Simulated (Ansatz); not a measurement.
**Nudged elastic band of MgSi$_{32}$ (charge +2) (part 2 of 3)**

The same run, continued: MgSi$_{32}$ (defect cell, 33 atoms in the cell, total charge +2); DFT PBE, scalar-relativistic, plane waves, PAW, no spin polarisation (Ansatz 0.2.0); cutoff 420 eV, 2×2×2 k-mesh, Gaussian smearing of 0.02 eV. The structure derives from a Materials Project entry. It belongs to a series of runs on one base structure; here: climbing-image band for the jump of Mg by 3.18 A.

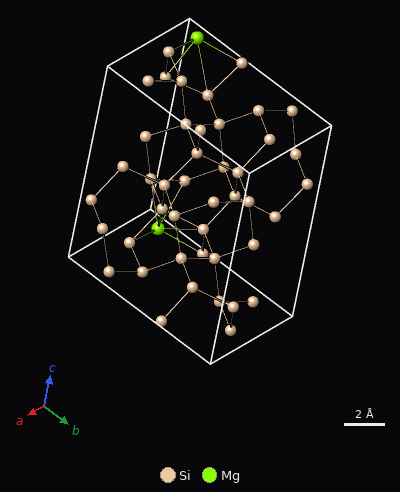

The structure as given in the input (ball-and-stick view of the cell of the calculation, seen slightly off an axis).

Output, continued
```
  k-point 0: bands = ["-69.7665", "-36.5670", "-36.5102", "-36.5100", "-4.8647", "-4.8621", "-4.6937", "-4.6758", "-3.4210", "-3.4103", "-3.2885", "-3.2441", "-3.2305", "-3.2045", "-2.7555", "-2.6957", "-2.1471", "-2.1005", "-2.0745", "-2.0547", "-1.1733", "-1.0895", "-0.8143", "-0.7693", "-0.1151", "-0.1054", "0.0243", "0.0944", "0.2942", "0.3517", "0.4501", "0.4525", "1.5871", "1.8285", "2.4245", "2.4989", "2.6443", "2.7099", "2.7117", "2.7680", "2.8859", "2.9305", "2.9372", "3.0624", "3.2221", "3.2701", "3.3461", "3.4269", "3.5865", "3.7209", "3.9801", "3.9909", "4.0636", "4.0765", "4.1564", "4.1874", "4.2572", "4.2950", "4.6881", "4.8233", "5.0129", "5.0396", "5.1367", "5.1586", "5.1758", "5.1876", "5.3238", "5.3492", "6.9720", "7.0369", "7.2455", "7.2977", "7.4799", "7.6353", "8.0569", "8.2607", "8.3100", "8.3439", "8.6683", "8.6878", "8.8132", "8.8811", "8.8993", "8.9637", "8.9730", "9.0280", "9.0993", "9.1715", "9.5885", "9.6613", "9.6771", "9.7175", "9.8369", "9.9426", "10.0502", "10.1376", "10.1490", "10.2794", "10.2999", "10.3316", "10.3767"]
  k-point 1: bands = ["-69.7665", "-36.5670", "-36.5102", "-36.5100", "-5.3935", "-4.2219", "-4.1818", "-4.1701", "-4.1648", "-3.9370", "-3.4446", "-3.3631", "-3.2493", "-2.7852", "-2.7484", "-2.7417", "-2.7329", "-2.1244", "-2.1039", "-2.0615", "-1.1316", "-0.8050", "-0.7516", "-0.1449", "-0.0985", "-0.0851", "-0.0582", "0.0698", "0.3458", "0.6606", "0.7136", "1.6735", "1.6938", "1.7602", "1.7796", "2.0237", "2.1576", "2.3548", "2.3891", "2.4336", "2.4352", "2.6810", "2.8101", "2.9362", "3.1626", "3.2291", "3.2814", "3.3189", "3.3714", "3.4157", "3.6878", "4.1816", "4.3183", "4.3391", "4.3857", "4.4754", "4.4823", "4.5312", "4.5656", "4.7579", "4.8818", "4.8963", "4.9525", "4.9561", "5.1908", "5.1955", "6.1887", "6.1951", "7.0121", "7.5096", "7.6528", "7.8281", "7.8327", "7.9180", "7.9819", "8.3981", "8.4795", "8.5518", "8.6439", "8.6577", "8.7057", "8.8216", "8.8630", "8.9061", "8.9494", "8.9872", "9.0543", "9.2975", "9.4007", "9.4635", "9.5282", "9.7914", "9.8326", "9.8392", "9.8987", "9.9342", "10.1870", "10.2105", "10.2952", "10.3433", "10.4505"]
  k-point 2: bands = ["-69.7665", "-36.5670", "-36.5102", "-36.5100", "-5.2776", "-4.5777", "-4.4208", "-4.2601", "-3.9451", "-3.5744", "-3.4339", "-3.2682", "-3.1953", "-3.1209", "-3.0116", "-2.5841", "-2.4931", "-1.9650", "-1.8890", "-1.6313", "-1.1632", "-0.8979", "-0.8185", "-0.7048", "-0.5823", "-0.5064", "0.0679", "0.1904", "0.4483", "0.5621", "0.5983", "1.5141", "1.6658", "1.7655", "1.8511", "1.9827", "2.1793", "2.2139", "2.5047", "2.6115", "2.7792", "2.8445", "3.2040", "3.3476", "3.4330", "3.4843", "3.5150", "3.7216", "3.7718", "3.8373", "4.0425", "4.0870", "4.1215", "4.1681", "4.1800", "4.2089", "4.2476", "4.3180", "4.4233", "4.4367", "4.4518", "4.5641", "4.7320", "4.9485", "5.0513", "5.1291", "5.7242", "5.9567", "7.3589", "7.5697", "7.7388", "7.8969", "7.9385", "7.9630", "8.0246", "8.0262", "8.1614", "8.2264", "8.5442", "8.7043", "8.7316", "8.8980", "9.0053", "9.0955", "9.1067", "9.1600", "9.1743", "9.2415", "9.3044", "9.3412", "9.4915", "9.7181", "9.7430", "9.8042", "9.9126", "10.0100", "10.0990", "10.1375", "10.1860", "10.4066", "10.4557"]
  k-point 3: bands = ["-69.7665", "-36.5670", "-36.5102", "-36.5100", "-5.2776", "-4.5777", "-4.4208", "-4.2601", "-3.9451", "-3.5744", "-3.4339", "-3.2682", "-3.1953", "-3.1209", "-3.0116", "-2.5841", "-2.4931", "-1.9650", "-1.8890", "-1.6313", "-1.1632", "-0.8979", "-0.8185", "-0.7048", "-0.5823", "-0.5064", "0.0679", "0.1904", "0.4483", "0.5621", "0.5983", "1.5141", "1.6658", "1.7655", "1.8511", "1.9827", "2.1793", "2.2139", "2.5047", "2.6115", "2.7792", "2.8445", "3.2040", "3.3476", "3.4330", "3.4843", "3.5150", "3.7216", "3.7718", "3.8373", "4.0425", "4.0870", "4.1215", "4.1681", "4.1800", "4.2089", "4.2476", "4.3180", "4.4233", "4.4367", "4.4518", "4.5641", "4.7320", "4.9485", "5.0513", "5.1291", "5.7242", "5.9567", "7.3589", "7.5697", "7.7388", "7.8969", "7.9385", "7.9630", "8.0246", "8.0262", "8.1614", "8.2264", "8.5442", "8.7043", "8.7316", "8.8980", "9.0053", "9.0955", "9.1067", "9.1600", "9.1743", "9.2415", "9.3044", "9.3412", "9.4915", "9.7181", "9.7431", "9.8042", "9.9126", "10.0100", "10.0990", "10.1375", "10.1860", "10.4066", "10.4557"]
this run last wrote the band of iteration 4 to [file]
--- NEB band (7 images, 4 band iterations, 146 SCF iterations) ---
  forward barrier  = 1.491502 eV
  backward barrier = 1.491502 eV
  lagrangian_above_aufbau_ev (what the smearing adds, to first order; not taken off the barriers): saddle image -0.000000 eV, end points -0.000000 and -0.000000 eV
  climbing image's point = of an order that was not read
  energies are F+E_penalty+E_count in eV, relative to image 0
  image     s (Å)  Δ vs image 0  max|band force component| (eV/Å)
      0    0.0000      0.000000                                 —
      1    0.5637      0.318713                          5.502e-3
      2    1.1273      1.077314                          8.671e-3
  *   3    1.6908      1.491502                          1.134e-2
      4    2.2544      1.077314                          8.671e-3
      5    2.8180      0.318713                          5.502e-3
      6    3.3817      0.000000                                 —
  climbing-image geometry (image 3):
  cell:  # Å, volume = 654.0801 Å³
    - [1.0e-10, -6.6706137337, 6.3650227274]
    - [-1.0e-10, 6.6706137337, 6.3650227274]
    - [-7.7025612697, -1.0e-10, -6.3650227274]
  atoms:
    - { symbol: Si, position: [0.487860107171266, 0.32088848698313005, 0.7504938331990639] }
    - { symbol: Si, position: [0.73736462600934, 0.5703935858736697, 0.24950345254860318] }
    - { symbol: Si, position: [0.1129891742765663, 0.4465554869217225, 0.5001767805503278] }
    - { symbol: Si, position: [0.6128137767410999, 0.9463793834675345, 0.4998258841638174] }
    - { symbol: Si, position: [0.9892981036748277, 0.8226220006905355, 0.7483589371281442] }
    - { symbol: Si, position: [0.8645658899980607, 0.19933164479551674, 1.437912945724305e-6] }
    - { symbol: Si, position: [0.36165040896321227, 0.6932017250378444, 6.981034062537946e-7] }
    - { symbol: Si, position: [0.24093846861318718, 0.07426292768455624, 0.25163922862719984] }
    - { symbol: Si, position: [0.7118813725945193, 0.3729179559497502, 0.5136270956930635] }
    - { symbol: Si, position: [0.9431420091442797, 0.6300359268755267, -2.049477817731867e-6] }
    - { symbol: Si, position: [0.32756629003244975, 0.5084517897341846, 0.2713340114188288] }
    - { symbol: Si, position: [0.8268683079629677, 0.9904422183557976, 0.24932820267871098] }
    - { symbol: Si, position: [0.19825222421623845, 0.8592888795012672, 0.48636935362444184] }
    - { symbol: Si, position: [0.056232069715826616, 0.23712204599611475, 0.7286704333144678] }
    - { symbol: Si, position: [0.5775420241333684, 0.7411165598613332, 0.7506759286438031] }
    - { symbol: Si, position: [0.4635920923950221, 0.09975542932968748, -3.6554349002331307e-6] }
    - { symbol: Si, position: [0.6731316923469319, 0.5095577819840038, 0.7506717975938535] }
    - { symbol: Si, position: [0.9224579759775586, 0.7588834402969852, 0.2493240713287227] }
    - { symbol: Si, position: [0.30174777427295574, 0.6407111201159632, 0.5136306453836924] }
    - { symbol: Si, position: [0.7881186265075025, 0.1270820424865144, 0.4863729021064199] }
    - { symbol: Si, position: [0.1724337099019025, -0.008451788885993738, 0.7286659893124426] }
    - { symbol: Si, position: [0.036407910328800114, 0.4002445737063981, 3.6614928712244244e-6] }
    - { symbol: Si, position: [0.5568579929908671, 0.8699640744073468, 2.052133436085052e-6] }
    - { symbol: Si, position: [0.44376792867992365, 0.26287795340217757, 0.2713295667417562] }
    - { symbol: Si, position: [0.8871862216504877, 0.5536206154740604, 0.5001741129805845] }
    - { symbol: Si, position: [0.1383495927908423, 0.8067982756826164, -6.958481769516158e-7] }
    - { symbol: Si, position: [0.5107018974764563, 0.6773779976130011, 0.25164106213976933] }
    - { symbol: Si, position: [0.012139892640575724, 0.179111511328347, 0.24950616526296604] }
    - { symbol: Si, position: [0.3870108229281913, 0.05344451140795349, 0.49982321551910186] }
    - { symbol: Si, position: [0.2590615295446798, 0.4257370717606707, 0.7483607691440877] }
    - { symbol: Si, position: [0.7626353747308342, 0.9296064148570734, 0.7504965467223774] }
    - { symbol: Si, position: [0.6354341115178253, 0.300668356219258, -1.435433561794691e-6] }
    - { symbol: Mg, position: [0.2500000000714325, 0.2500000010854531, 7.255507027052092e-10] }
```

The last band as extended XYZ (Å, eV, eV/Å)
```
33
Lattice="0.0000 -6.6706 6.3650 -0.0000 6.6706 6.3650 -7.7026 -0.0000 -6.3650" Properties=species:S:1:pos:R:3:forces:R:3 image=0 energy=-22281.52493
Si   -5.7780   -1.0912    0.4049    0.0042  -0.0016   0.0065
Si   -1.9246   -1.0914    6.7700   -0.0041  -0.0016   0.0069
Si   -3.8560    2.1973    0.4072    0.0014   0.0030   0.0013
Si   -3.8465    2.1975    6.7723   -0.0044   0.0013  -0.0007
Si   -5.6949   -1.1618    6.7303   -0.0090  -0.0034   0.0078
Si    0.0000   -4.3497    6.7269   -0.0012   0.0028  -0.0026
Si   -0.0003    2.2110    6.7698    0.0012  -0.0036   0.0156
Si   -2.0071   -1.1621    0.3652    0.0083  -0.0018   0.0092
Si   -3.9171   -2.2705    3.5938   -0.0116  -0.0008   0.0039
Si    0.0000   -2.1405    9.9767    0.0016   0.0093   0.0012
Si   -1.9312    1.1131    3.5853   -0.0105   0.0008   0.0053
Si   -1.9199    1.1164    9.9522    0.0123  -0.0007   0.0090
Si   -3.7851    4.3999    3.5939    0.0106  -0.0007   0.0034
Si   -5.7715    1.1131   -2.7798    0.0134   0.0024   0.0061
Si   -5.7830    1.1168    3.5870   -0.0109  -0.0025   0.0092
Si    0.0004   -2.2409    3.5660   -0.0015   0.0025  -0.0039
Si   -5.7782   -1.0909    2.7775    0.0059  -0.0029  -0.0061
Si   -1.9243   -1.0911    9.1425   -0.0058  -0.0029  -0.0066
Si   -3.8557    2.1976    2.7746    0.0011   0.0040   0.0004
Si   -3.8467   -4.4728    2.7745   -0.0042   0.0025   0.0024
Si   -5.6948   -1.1620   -3.5472   -0.0108  -0.0020  -0.0100
Si    0.0000    2.3214    2.8208   -0.0010  -0.0013  -0.0012
Si   -0.0003    2.2111    9.1420    0.0011  -0.0050  -0.0141
Si   -2.0071   -1.1622    2.8179    0.0099  -0.0007  -0.0113
Si   -3.7855   -2.2709    5.9540    0.0099   0.0000  -0.0058
Si    0.0004    4.4301    5.9819   -0.0014  -0.0002   0.0029
Si   -1.9197    1.1160    5.9597    0.0103   0.0007  -0.0079
Si   -1.9313    1.1128   -0.4033   -0.0091   0.0021  -0.0026
Si   -3.9168   -2.2706   -0.4109   -0.0108  -0.0001  -0.0060
Si   -5.7833    1.1163   -0.4052   -0.0088  -0.0013  -0.0080
Si   -5.7714    1.1129    5.9617    0.0118   0.0035  -0.0030
Si   -0.0001   -2.1407    5.9362    0.0018   0.0049  -0.0016
Mg    0.0000    0.0033    1.5917    0.0004  -0.0067   0.0001
33
Lattice="0.0000 -6.6706 6.3650 -0.0000 6.6706 6.3650 -7.7026 -0.0000 -6.3650" Properties=species:S:1:pos:R:3:forces:R:3 image=1 energy=-22281.20622
Si   -5.7799   -1.1075    0.3696    0.0017   0.0115   0.0428
Si   -1.9226   -1.1075    6.7346   -0.0017   0.0115   0.0428
Si   -3.8563    2.2115    0.3841   -0.0044  -0.0146   0.0456
Si   -3.8462    2.2115    6.7491    0.0045  -0.0145   0.0456
Si   -5.7417   -1.1255    6.7680    0.0408  -0.0253   0.0249
Si    0.0000   -4.4115    6.7620    0.0000   0.0505   0.0181
Si    0.0000    2.2120    6.7292    0.0000   0.0038   0.0560
Si   -1.9607   -1.1255    0.4030   -0.0408  -0.0253   0.0249
Si   -3.9643   -2.2800    3.6172    0.0124  -0.0066   0.0090
Si    0.0000   -2.0838    9.9942    0.0000  -0.0151   0.0124
Si   -1.9818    1.1420    3.5941    0.1252  -0.0735   0.0131
Si   -1.9173    1.1084    9.9552    0.0029   0.0198   0.0111
Si   -3.7382    4.3906    3.6172   -0.0124  -0.0066   0.0090
Si   -5.7208    1.1420   -2.7709   -0.1252  -0.0735   0.0131
Si   -5.7852    1.1084    3.5902   -0.0028   0.0198   0.0111
Si    0.0000   -2.3111    3.5841    0.0000   0.1391   0.0078
Si   -5.7790   -1.0829    2.7430    0.0000   0.0067   0.0370
Si   -1.9235   -1.0829    9.1081    0.0000   0.0067   0.0370
Si   -3.8894    2.2154    2.7470    0.0727  -0.0467   0.0600
Si   -3.8132   -4.4552    2.7470   -0.0727  -0.0467   0.0599
Si   -5.6431   -1.1954   -3.5265   -0.0704   0.0344   0.0911
Si    0.0000    2.3889    2.8384    0.0000  -0.0796   0.0837
Si    0.0000    2.1655    9.1000    0.0000   0.0833   0.0625
Si   -2.0593   -1.1954    2.8385    0.0704   0.0344   0.0910
Si   -3.8362   -2.2429    5.9745    0.0299  -0.0238   0.0114
Si    0.0000    4.4539    6.0018    0.0000  -0.0071   0.0148
Si   -1.9277    1.1120    5.9532    0.0137   0.0022   0.0266
Si   -1.9249    1.1134   -0.3919   -0.0036   0.0017   0.0117
Si   -3.8663   -2.2429   -0.3905   -0.0300  -0.0238   0.0114
Si   -5.7748    1.1120   -0.4118   -0.0137   0.0023   0.0266
Si   -5.7776    1.1134    5.9731    0.0036   0.0017   0.0117
Si    0.0000   -2.2071    5.9488    0.0000   0.0471   0.0170
Mg    0.0000    0.0010    2.0876    0.0001   0.0063  -1.0405
33
Lattice="0.0000 -6.6706 6.3650 -0.0000 6.6706 6.3650 -7.7026 -0.0000 -6.3650" Properties=species:S:1:pos:R:3:forces:R:3 image=2 energy=-22280.44762
Si   -5.7810   -1.1122    0.3643   -0.0002   0.0044   0.0233
Si   -1.9215   -1.1122    6.7293    0.0002   0.0044   0.0233
Si   -3.8542    2.2200    0.3770   -0.0035  -0.0074   0.0344
Si   -3.8483    2.2200    6.7420    0.0035  -0.0074   0.0344
Si   -5.7609   -1.1131    6.7723    0.0105  -0.0037   0.0415
Si    0.0000   -4.4347    6.7714    0.0000   0.0097   0.0376
Si    0.0000    2.2109    6.7151    0.0000   0.0002   0.0360
Si   -1.9416   -1.1131    0.4073   -0.0105  -0.0037   0.0414
Si   -3.9712   -2.2755    3.6304   -0.0339  -0.0295   0.0317
Si    0.0000   -2.0740   10.0068    0.0000   0.0382   0.0267
Si   -2.0436    1.1787    3.6033    0.1074  -0.0654   0.0598
Si   -1.9188    1.0988    9.9667    0.0051   0.0188   0.0076
Si   -3.7313    4.3951    3.6304    0.0339  -0.0295   0.0317
Si   -5.6589    1.1788   -2.7617   -0.1074  -0.0655   0.0598
Si   -5.7838    1.0988    3.6017   -0.0051   0.0188   0.0075
Si    0.0000   -2.3786    3.5941    0.0000   0.1112   0.0546
Si   -5.7804   -1.0857    2.7404   -0.0005   0.0153   0.0157
Si   -1.9221   -1.0857    9.1055    0.0005   0.0153   0.0158
Si   -3.9264    2.2395    2.7329    0.0709  -0.0501   0.0452
Si   -3.7762   -4.4311    2.7329   -0.0708  -0.0500   0.0452
Si   -5.6084   -1.2119   -3.5589    0.0140  -0.0112   0.1107
Si    0.0000    2.4295    2.8105    0.0000   0.0147   0.1047
Si    0.0000    2.1218    9.0845    0.0000   0.0748   0.0466
Si   -2.0941   -1.2119    2.8061   -0.0141  -0.0112   0.1107
Si   -3.8501   -2.2305    5.9835    0.0102  -0.0132   0.0254
Si    0.0000    4.4574    6.0105    0.0000  -0.0045   0.0261
Si   -1.9350    1.1120    5.9573    0.0066   0.0035   0.0366
Si   -1.9230    1.1141   -0.3817   -0.0031   0.0047   0.0115
Si   -3.8524   -2.2305   -0.3815   -0.0102  -0.0132   0.0254
Si   -5.7676    1.1120   -0.4077   -0.0066   0.0035   0.0367
Si   -5.7795    1.1140    5.9834    0.0031   0.0048   0.0115
Si    0.0000   -2.2289    5.9561    0.0000   0.0149   0.0340
Mg    0.0000    0.0005    2.6277    0.0001   0.0083  -1.2532
```
